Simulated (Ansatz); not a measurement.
## Electronic structure of La$_{2}$O$_{3}$ in real space

The calculation's input:

```
crystal:
  lattice:
    - [4.5800274998, 0.0, 0.0]
    - [0.0, 4.5800274998, 0.0]
    - [0.0, 0.0, 4.5800274998]
  atoms:
    - { symbol: La, position: [0.0, 0.0, 0.0] }
    - { symbol: La, position: [0.5, 0.5, 0.5] }
    - { symbol: O, position: [0.0, 0.5, 0.5] }
    - { symbol: O, position: [0.5, 0.0, 0.5] }
    - { symbol: O, position: [0.5, 0.5, 0.0] }
basis:
  ecutwfc: 420
kpoints:
  mp_grid: { grid: [8, 8, 8] }
  band_path:
    path:
      - [[0.0, 0.0, 0.0], [0.0, 0.5, 0.0], [0.5, 0.5, 0.0], [0.0, 0.0, 0.0], [0.5, 0.5, 0.5], [0.0, 0.5, 0.0]]
      - [[0.5, 0.5, 0.5], [0.5, 0.5, 0.0]]
    npoints: 14
hamiltonian:
  xc: pbe
scf:
  occupations: { method: gaussian, width: 0.02 }
  n_extra_bands: 12
output:
  forces: true
  stress: true
  eigenvalues: true
  populations: true
  dos: { projected: true, de: 0.02, nscf_kmesh: { grid: [12, 12, 12] } }
  bader: true
  write_density: true
  write_potential: true
  elf: true
  volumetric_format: npy
```

Command:

```sh
ansatz run input.yaml --threads 1 --pin off --max-ram 2048MiB --backend cpu --events-out ev --progress --plain --runs-dir out
```

Below, planes, directions and counts refer to the conventional cell (a = 4.58 Å, b = 4.58 Å, c = 4.58 Å, α = 90.00°, β = 90.00°, γ = 90.00°).

Space group Pm-3m; a structure generated by program, which may or may not match a known phase.

These are results of DFT PBE, scalar-relativistic, plane waves, PAW in Ansatz 0.2.0, not measurements.

In a PAW calculation such maps are meaningful between the atoms, not at the nuclei.

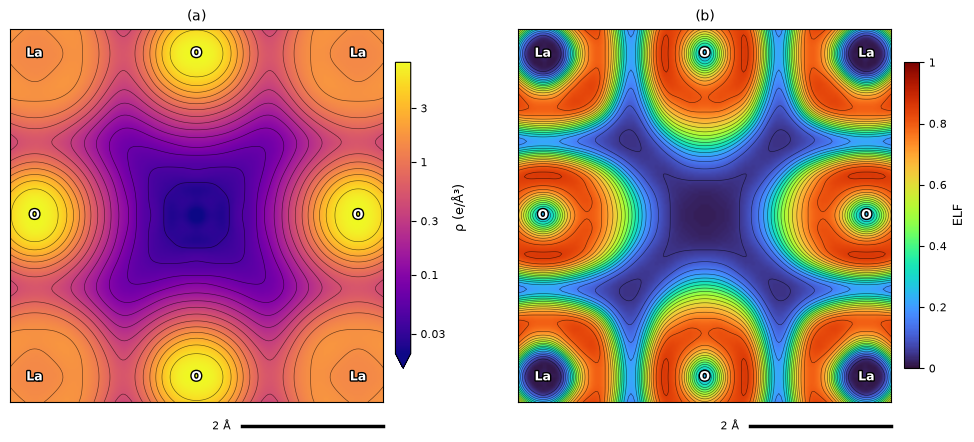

Figure 1. (a) valence electron density; (b) ELF on the (001) plane of the conventional cell.

Q: What do the fields say about this system?

A:
- The plane passes through La and O nuclei.
- La–O (2.29 Å): the density is about 0.59 e/Å³ at the midpoint; the ELF is about 0.30 at the midpoint; a largely ionic contact.
- Between the atoms the lowest density in this plane is 0.02 e/Å³.
- The features right at La lie inside the PAW spheres, where the map follows smoothed inner orbitals and isn't to be read closely.

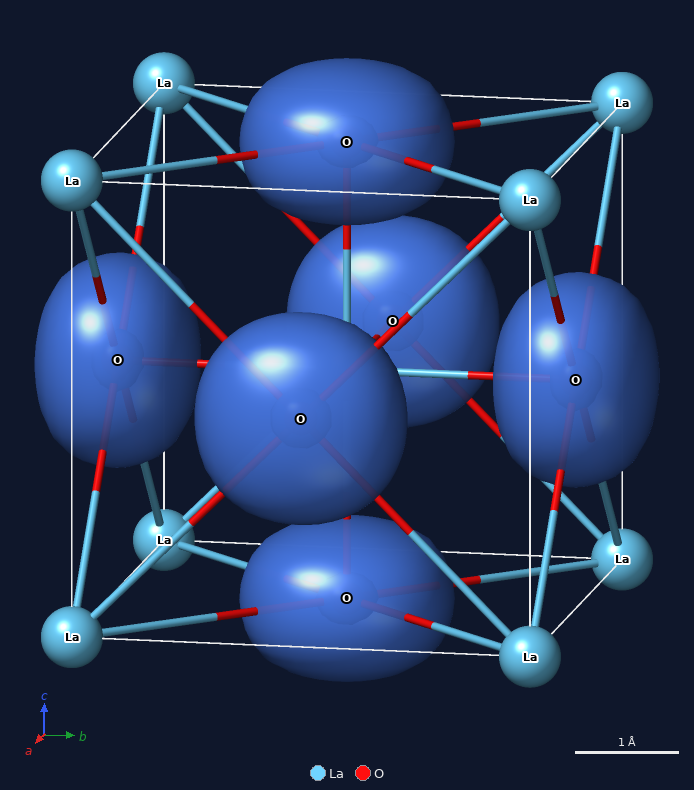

Figure 2. Isosurface of the ELF at 0.6 (blue), seen slightly off an axis. Core shells and regions of very low density are left out. Sticks mark near contacts.

Q: Identify the bonds, lone pairs and shells in this picture.

A: The ELF exceeds this value in three regions wrapped around O (the valence shell of each), counted in one cell of 5 atoms. Regions shared between cells count once.

Q: Metal or insulator at this level of theory?

A: It is gapped, with a Kohn–Sham gap of 0.51 eV on the k-point mesh, an upper bound to the gap of this method.

Q: How much charge does the calculation move between the atoms?

A: Electrons move from La towards O. Bader charges: La +1.98 to +2.05 and O −1.34 e.
